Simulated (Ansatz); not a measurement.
**Wannier-function calculation of GeSi3**

- system: GeSi3 (R3m, 4 atoms in the cell)
- method: maximally localised Wannier functions of PBE bands, plane waves, PAW, no spin polarisation (Ansatz 0.2.0)

The structure was built on a prototype by a generator. The geometry comes from this level: r2SCAN. It belongs to a series of runs on one base structure; here: anion s p.

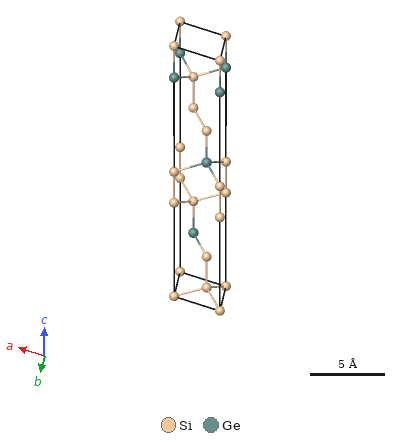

**Figure 1.** The structure (ball-and-stick view of the cell 3 times as large as that of the calculation, set on its symmetry axes, seen at an oblique angle). Near neighbours in the crystal (not all of them lie inside the picture): Si has 1 Ge at 2.40 Å and 3 Si at 2.37 Å; Si has 3 Ge at 2.39 Å and 1 Si at 2.35 Å; Si has 4 Si at 2.35 to 2.37 Å; Ge has 4 Si at 2.39 to 2.40 Å.

### The input
```yaml
crystal:
  lattice:
    - [1.9426527489, 1.1215910875, 6.3409676215]
    - [-1.9426527489, 1.1215910875, 6.3409676215]
    - [0.0, -2.243182175, 6.3409676214]
  atoms:
    - { symbol: Si, position: [1.0013363433, 0.0013363433, 0.0013363433] }
    - { symbol: Si, position: [0.4987055952, 0.4987055952, 0.4987055952] }
    - { symbol: Si, position: [0.3750071689, 0.3750071689, 0.3750071689] }
    - { symbol: Ge, position: [0.8749508926, 0.8749508926, 0.8749508926] }
kpoints:
  mp_grid: { grid: [6, 6, 6] }
  band_path:
    path:
      - [[0.0, 0.0, 0.0], [-0.5, -0.5, -0.5], [-0.5, -0.1875243835898, -0.8124756164102]]
      - [[-0.1875243835898, 0.1875243835898, -0.5], [-2.083190475777e-16, -1.023005581956e-16, -0.5], [0.0, 0.0, 0.0], [-2.30766181348e-16, 0.3437621917949, -0.3437621917949]]
      - [[-0.3437621917949, -1.330332034462e-16, -0.6562378082051], [-0.5, -4.809391568533e-17, -0.5], [0.0, 0.0, 0.0]]
    npoints: 10
hamiltonian:
  xc: pbe
scf:
  occupations: { method: fixed }
  n_extra_bands: 6
output:
  forces: false
  stress: false
  eigenvalues: true
  wannier:
    kmesh: [8, 8, 8]
    projections: [{ species: Ge, l: s, shell: 4 }, { species: Ge, l: p, shell: 4 }]
    minimise: true
    write_hr: true
    conv_tol: 1.0e-08
    max_iter: 3000
```

### File wannier.win
```
! ansatz wannier90 interface
! projections by site (counted from 0) and shell: 3 4S, 3 4P
! states of the run's bands (counted from 1): combinations of 6-13
! their least projectability: 0.5973
num_bands = 4
num_wann  = 4
num_iter  = 2000
conv_tol = 1e-8
conv_window = 5
guiding_centres = true
write_hr = true

begin unit_cell_cart
Ang
        1.942652748883215       1.1215910874154649        6.340967621483333
       -1.942652748883215       1.1215910874154649        6.340967621483333
                      0.0       -2.243182175113607        6.340967621433333
end unit_cell_cart

begin atoms_frac
Si              1.0013363433             0.0013363433             0.0013363433
Si              0.4987055952             0.4987055952             0.4987055952
Si              0.3750071689             0.3750071689             0.3750071689
Ge              0.8749508926             0.8749508926             0.8749508926
end atoms_frac

mp_grid = 8 8 8
```

Hardware: 4 threads of Arm Neoverse N1, 98 GiB of memory available, shared host.

Launched with:
```bash
ansatz run input.yaml --threads 4 --pin off --max-ram 3686MiB --backend cpu --events-out ev --progress --plain --runs-dir out
```

### Log
```
basis.fft_grid_basis auto: the FFT boxes are laid along the combinations [[1, 0, -1], [0, 1, -1], [0, 0, 1]] of the cell's own vectors, 3.885, 3.885 and 6.726 Å long. The dense box has 27×27×45 points. Along the cell's own vectors, as sized, it would have 45×45×45, 2.78 times as many. Of the 6 symmetry operations that the crystal satisfies within crystal.symmetry.tolerance (time reversal apart; of a slab, those that keep its plane) the dense box along the cell's own vectors carries 6, and the one as laid loses 4 of those. basis.fft_grid_basis: typed keeps the cell's own vectors: state it where this run's energies or levels are differenced outside the engine with another run's, or held beside a run that keeps those vectors.
scf.n_extra_bands = 6 over 13 filled bands (N_el = 26.0): the run solves 19 bands
Engine: ansatz 0.2.0, aarch64-unknown-linux-gnu
Pseudopotentials: kind: paw
Pseudopotential: Si, paw, valence charge 4, recommended cutoff 420 eV (normal), Si.paw.azcp
Pseudopotential: Ge, paw, valence charge 14, recommended cutoff 420 eV (normal), Ge.paw.azcp
Functional definition: PBE
  parameter kappa = 0.804
  parameter beta = 0.06672455060314922
  exchange = pbe_x(kappa = kappa, mu = beta*pi^2/3)
  correlation = pbe_c(beta = beta)
Crystal: 4 atoms, lattice volume = 82.897 Å³
Basis set: ecut = 420 eV, 1665 PW (Γ), FFT grids on a1−a3, a2−a3, a3
Bands: 19, of which v1, the nominal top of the filled ones, is band 13 counted from 1 (12 counted from 0)
Symmetry: 6 space group operations
Space group: R3m (ITA 160), of the structure as read, at distance tolerance 4.4e-5 Å
k-points: 32 of 216 (time reversal used)
Non-local potential: Si, projectors of the file, l = 0: 2, l = 1: 2, l = 2: 2
Non-local potential: Ge, projectors of the file, l = 0: 2, l = 1: 2, l = 2: 3, l = 3: 1
PAW form: soft (Blöchl's): semilocal exchange-correlation on the pseudo side does not see the compensation charge
PAW one-centre angular grid: Si, 110 points (default); XC on 64 Gauss nodes
PAW one-centre angular grid: Ge, 590 points (default); XC on 64 Gauss nodes
Initial density: superposition of atomic densities (neutral atoms: chi_scale 0, normalization atom), corrected by the library's trained network
Initial wavefunctions: pseudopotential atomic-orbital guess
Functional: x = pbe(κ = 0.804, μ = 0.2195149727645171), c = pbe(β = 0.06672455060314922)
SCF iter   1: F=—  HF=-6202.315299 eV  |F-HF|=—  |Δ(HF+E_count)|=         —  Δρ=1.12e-3  dr2=1.33e-3  ethr=1.77e-3  ⟨swp⟩=4.0  Hψ=2768  notcnv=0  defer=119
preconditioner: auto → none  [insulator: Δε(μ)=0.585 eV  Ē_g=8.784 eV  n_scr=16 (ndim 8)  ℏωp=16.3 eV  f_vac=0.000  ε∞_Penn≈4.4]
SCF iter   2: F=—  HF=-6202.315023 eV  |F-HF|=—  |Δ(HF+E_count)|=   2.76e-4  Δρ=6.94e-4  dr2=6.33e-4  ethr=5.13e-6  ⟨swp⟩=2.3  Hψ=1356  notcnv=0  defer=128
SCF iter   3: F=—  HF=-6202.314924 eV  |F-HF|=—  |Δ(HF+E_count)|=   9.90e-5  Δρ=3.87e-4  dr2=1.03e-4  ethr=2.44e-6  ⟨swp⟩=2.2  Hψ=834  notcnv=0  defer=128
SCF iter   4: F=—  HF=-6202.314958 eV  |F-HF|=—  |Δ(HF+E_count)|=   3.35e-5  Δρ=1.38e-4  dr2=2.65e-5  ethr=3.97e-7  ⟨swp⟩=2.0  Hψ=981  notcnv=0  defer=114
SCF iter   5: F=—  HF=-6202.314954 eV  |F-HF|=—  |Δ(HF+E_count)|=   3.21e-6  Δρ=4.66e-5  dr2=1.08e-6  ethr=1.02e-7  ⟨swp⟩=2.0  Hψ=969  notcnv=0  defer=44
SCF iter   6: F=—  HF=-6202.314955 eV  |F-HF|=—  |Δ(HF+E_count)|=   7.99e-8  Δρ=1.30e-5  dr2=1.58e-7  ethr=4.16e-9  ⟨swp⟩=2.0  Hψ=925  notcnv=0  defer=44
SCF iter   7: F=-6202.314955 eV  HF=-6202.314955 eV  |F-HF|=1.32e-8  |Δ(HF+E_count)|=   4.22e-8  Δρ=4.47e-6  dr2=9.59e-9  ethr=3.85e-10  ⟨swp⟩=8.5  Hψ=2817  notcnv=0
SCF 1 converged in 7 iterations: F = -6202.314955 eV  dr2 = 9.59e-9
  greatest PAW one-centre occupation: 0.998 electrons in one spin orbital (limit 2), on the Ge atom at site 3 (counted from 0), in its partial waves of l = 2
NSCF: frozen V_eff on 73 k-points
NSCF: frozen V_eff on 67 k-points
the Wannier pass solved 67 of the 512 points of its mesh, and has the states at the others by symmetry: states obtained by the crystal's operations at points that were solved too leave a residual of 1.82e-13 eV (read by the count's bands and the next), within 5.56e-6 eV
SCF converged after 7 iterations
Free energy (F): -6202.314955 eV
Harris-Foulkes:  -6202.314955 eV  (|F-HF|=1.32e-8)
Internal energy: -6202.314955 eV  (E = F + TS)
E sigma→0 (E₀):  -6202.314955 eV
Fermi energy:    6.869099 eV
--- Per-component energies (eV) ---
  E_band       = -146.954566
  E_kinetic    = 232.591399
  E_local      = -3041.453332  (includes V_loc(G=0)·N_el)
  E_nonlocal   = 496.934085
  E_hartree    = 1345.700629
  E_xc         = -241.147155
  E_vxc        = -204.893419  (∫ρ·V_xc dr)
  E_paw        = -3558.790116  (= ΣΔE_a)
  E_vpaw       = -321.533554  (= ΣTr[D̂ρ^β])
  E_aug_tail   = 0.000311  (compensation charges beyond the density's cutoff)
  E_ewald      = -1436.150775
  E_smearing   = -0.000000  (= −TS)
  E_closure    = -0.000000  (closes the sum)
  Σ components = -6202.314955   (vs F -6202.314955, Δ=0.00e0)
--- Band table (eV; the first three rows and the last of 32) ---
  k-point 0: bands = ["-17.3397", "-17.3342", "-17.3342", "-17.3087", "-17.3087", "-5.3351", "-3.0416", "-0.2467", "5.5627", "5.5627", "6.8360", "6.8691", "6.8691", "7.9947", "9.3210", "9.3506", "9.3506", "9.4381", "10.3032"]
  k-point 1: bands = ["-17.3388", "-17.3344", "-17.3325", "-17.3094", "-17.3080", "-5.0104", "-2.7727", "-0.0764", "3.7664", "4.7518", "5.1743", "6.0553", "6.1942", "8.8424", "9.1879", "9.8271", "10.4719", "10.8526", "11.3323"]
  k-point 2: bands = ["-17.3392", "-17.3329", "-17.3297", "-17.3105", "-17.3062", "-4.0703", "-2.1347", "-0.1605", "2.1929", "2.4432", "4.6510", "4.7767", "5.0858", "8.3319", "8.8472", "10.6907", "11.4528", "11.9139", "12.7427"]
  k-point 31: bands = ["-17.3396", "-17.3342", "-17.3342", "-17.3087", "-17.3087", "-4.7306", "-4.3349", "2.5840", "2.9256", "5.8901", "5.8901", "6.2065", "6.2065", "8.5106", "8.5756", "10.1510", "10.1510", "10.5806", "10.5806"]
Wannier search: line search 1 of at most 3000: gauge-dependent spread (as the search counts it) 4.2606476 Å², largest recent change 1.3e0 Å² and fall left 3.0e-2 Å² against conv_tol 1.0e-8 Å², 0 stops escaped
```

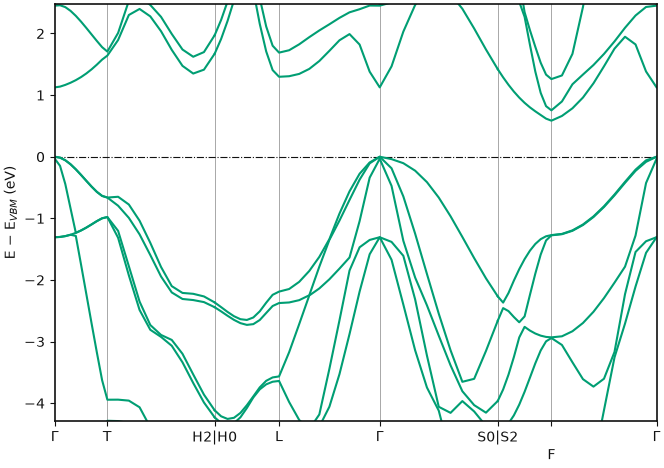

**Figure 2.** Band structure along Γ–T–H2|H0–L–Γ–S0|S2–F–Γ, with energies from the valence-band top. There is a gap of 0.59 eV on this path, indirect, from Γ to F.

### Results in brief

```json
{"quantity": "outcome", "value": "converged"}
{"quantity": "space group (tolerance 0.01 Å)", "value": "R3m (160)"}
{"quantity": "electrons treated", "value": "26"}
{"quantity": "free energy", "value": "−6202.3150 eV"}
{"quantity": "total spread of the Wannier functions", "value": "21.056 Å²"}
{"quantity": "Fermi energy", "value": "6.869 eV"}
{"quantity": "gap on the k-point mesh", "value": "0.59 eV"}
{"quantity": "wall time", "value": "8.6 s (CPU time 31 s)"}
{"quantity": "peak memory", "value": "0.49 GiB"}
```
